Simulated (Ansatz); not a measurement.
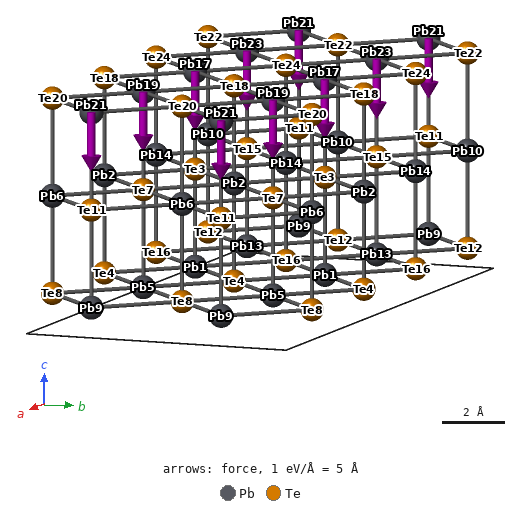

Starting geometry of a slab of composition TePb (cut from the Fm-3m phase) with the computed forces as purple arrows. Style: ball-and-stick. Shown: the 1 × 2 repeat of the cell, outlined in the plane, without the vacuum (origin shifted), slightly off an axis.

Case: flat (0 0 1) slab. 8 atoms are held fixed.

Computed with DFT PBEsol, scalar-relativistic, plane waves, PAW in Ansatz 0.2.0.

Input file:
```yaml
crystal:
  lattice:
    - [18.2239315886, 0.0, 0.0]
    - [0.0, 4.5559828972, 0.0]
    - [0.0, 0.0, 21.6646992046]
  atoms:
    - { symbol: Pb, position: [0.0, 0.0, 0.0692370564] }
    - { symbol: Pb, position: [0.125, 0.5, 0.2179382394] }
    - { symbol: Te, position: [0.0, 0.0, 0.2179382394] }
    - { symbol: Te, position: [0.125, 0.5, 0.0692370564] }
    - { symbol: Pb, position: [0.25, 1.0, 0.0692370564] }
    - { symbol: Pb, position: [0.375, 0.5, 0.2179382394] }
    - { symbol: Te, position: [0.25, 1.0, 0.2179382394] }
    - { symbol: Te, position: [0.375, 0.5, 0.0692370564] }
    - { symbol: Pb, position: [0.5, 1.0, 0.0692370564] }
    - { symbol: Pb, position: [0.625, 0.5, 0.2179382394] }
    - { symbol: Te, position: [0.5, 1.0, 0.2179382394] }
    - { symbol: Te, position: [0.625, 0.5, 0.0692370564] }
    - { symbol: Pb, position: [0.75, 1.0, 0.0692370564] }
    - { symbol: Pb, position: [0.875, 0.5, 0.2179382394] }
    - { symbol: Te, position: [0.75, 1.0, 0.2179382394] }
    - { symbol: Te, position: [0.875, 0.5, 0.0692370564] }
    - { symbol: Pb, position: [0.0, 0.0, 0.3666394224] }
    - { symbol: Te, position: [0.125, 0.5, 0.3666394224] }
    - { symbol: Pb, position: [0.25, 1.0, 0.3666394224] }
    - { symbol: Te, position: [0.375, 0.5, 0.3666394224] }
    - { symbol: Pb, position: [0.5, 1.0, 0.3666394224] }
    - { symbol: Te, position: [0.625, 0.5, 0.3666394224] }
    - { symbol: Pb, position: [0.75, 1.0, 0.3666394224] }
    - { symbol: Te, position: [0.875, 0.5, 0.3666394224] }
basis:
  ecutwfc: 420
kpoints:
  mp_grid: { grid: [2, 6, 1] }
hamiltonian:
  xc: pbesol
scf:
  occupations: { method: gaussian, width: 0.05 }
output:
  forces: true
  eigenvalues: true
  populations: true
relax:
  adjacent_minimum: "off"
  f_tol: 0.02
  max_steps: 45
  constraints: [{ sites: [0, 3, 4, 7, 8, 11, 12, 15] }]
efield:
  axis: 3
  dipole_correction: true
  ramp_width: 0.04
```

Launched with:
```bash
ansatz run input.yaml --threads 4 --pin off --max-ram 9216MiB --backend cpu --events-out ev --progress --plain --runs-dir out
```

Q: Is this structure relaxed? If not, where do the atoms go?

A: It isn't relaxed: the largest force vector, on Pb atoms, is 0.40 eV/Å. The atoms end up moving mostly along the starting forces (cosine between the two patterns 0.88). After 3 geometry steps the energy has fallen by 0.236 eV per cell of the calculation. Largest force component: 0.4 eV/Å at the start, 0.011 eV/Å at the end. The largest moves, 0.26 Å, are those of Pb17, Pb19, Pb21 and Pb23. Pb17 goes along the normal (−c). Largest moves by element: Pb 0.26 Å, Te 0.12 Å. The lattice vectors keep their values. Some distances before and after: Te11–Pb21 3.222 → 3.082 Å, Pb13–Te15 3.222 → 3.101 Å, Pb10–Te12 3.222 → 3.160 Å, Pb10–Te22 3.222 → 3.179 Å. Among the angles between lasting bonds that change: Te18–Pb19–Te20 180.0° → 174.4°, Pb17–Te24–Pb23 180.0° → 174.4°, Pb14–Te24–Pb17 90.0° → 87.2°.
